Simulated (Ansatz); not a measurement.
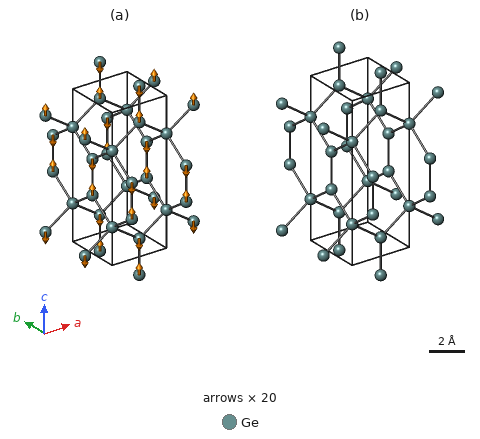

The structure of a crystal of Ge (a generated structure, set up in P4_2/mmc) (coarse preliminary run) before (left) and after (right) a relaxation, at one scale. The orange arrows give the displacements (the part carried along by the change of the cell is left out), 20 times their true length.

A ball-and-stick model of the cell of the calculation, seen from a free direction.

The calculation used DFT PBE, scalar-relativistic, plane waves, PAW in Ansatz.

Input
```yaml
crystal:
  lattice:
    - [3.83752291, 0.0, 0.0]
    - [0.0, 3.83752291, 0.0]
    - [0.0, 0.0, 9.70979651]
  atoms:
    - { symbol: Ge, position: [0.0, 0.5, 0.38135694] }
    - { symbol: Ge, position: [0.5, 0.0, 0.11864306] }
    - { symbol: Ge, position: [0.0, 0.5, 0.61864306] }
    - { symbol: Ge, position: [0.5, 0.0, 0.88135694] }
    - { symbol: Ge, position: [0.0, 0.0, 0.75] }
    - { symbol: Ge, position: [0.0, 0.0, 0.25] }
basis:
  ecutwfc: 420
kpoints:
  mp_grid: { grid: [4, 4, 2] }
hamiltonian:
  xc: pbe
scf:
  occupations: { method: gaussian, width: 0.1 }
  lower_state_search: "off"
output:
  forces: true
  stress: true
  eigenvalues: true
relax:
  adjacent_minimum: "off"
  f_tol: 0.04
  max_steps: 70
  cell: { stress_tol: 0.4 }
```

Launched with:
```bash
ansatz run input.yaml --threads 1 --pin off --max-ram 2048MiB --backend cpu --events-out ev --progress --plain --runs-dir out
```

Summarise the run.

Answer. The largest moves relative to the cell, 0.040 Å, are those of Ge1, Ge2, Ge3 and Ge4. Ge2 goes along −c. Cell: a = b 3.838 → 4.040 Å (+5.3 %), c 9.710 → 10.469 Å (+7.8 %). Volume +19.5 %. Some distances before and after: Ge1–Ge6 2.304 → 2.466 Å, Ge1–Ge3 2.304 → 2.404 Å. Among the angles between lasting bonds that change: Ge6–Ge1–Ge6 112.8° → 110.0°. The space group stays P4_2/mmc (No. 131). After 3 accepted moves (5 points after the start) the energy has fallen by 1.016 eV per cell of the calculation. Largest force component: 0.85 eV/Å at the start, 0.0024 eV/Å at the end. The pressure goes from 12.22 to 0.14 GPa. The line search rejected the trial step at point 3 of the run. The SCF was repeated once at an unchanged geometry on a basis and grid sized afresh for the cell, which shifted the energy by 12.3 meV per cell of the calculation at most.

Limits of the set-up: the k-point mesh is coarse for a cell with partly filled bands.
